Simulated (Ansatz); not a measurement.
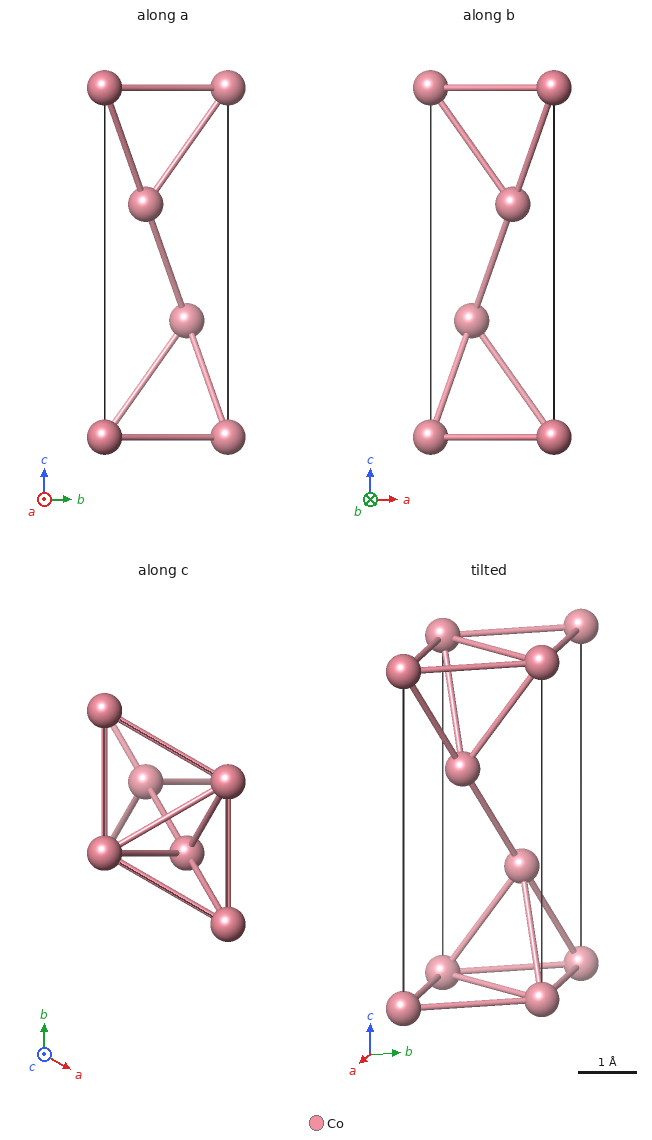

The image is a ball-and-stick drawing of a crystal, viewed along the a axis, along the b axis, along the c axis and slightly off an axis. The lines enclose the unit cell; boundary atoms appear with their images.

Lattice parameters: a = 2.483 Å, b = 2.483 Å, c = 6.088 Å, α = 90.00°, β = 90.00°, γ = 120.00°. Put a along x and b in the xy plane.

Q: Set out the cell and atoms as a POSCAR file.

A:
```
Co
1.0
     2.483    0.000    0.000
    -1.241    2.150    0.000
     0.000    0.000    6.088
Co
3
Direct
  0.0000 0.0000 0.0000
  0.3333 0.6667 0.3333
  0.6667 0.3333 0.6667
```

The cell started as a structure type filled with this element by a generator (whether the element takes this form wasn't checked). Earlier steps of the study may have refined or changed the cell and positions. Ansatz was used for an electronic-structure calculation on it.
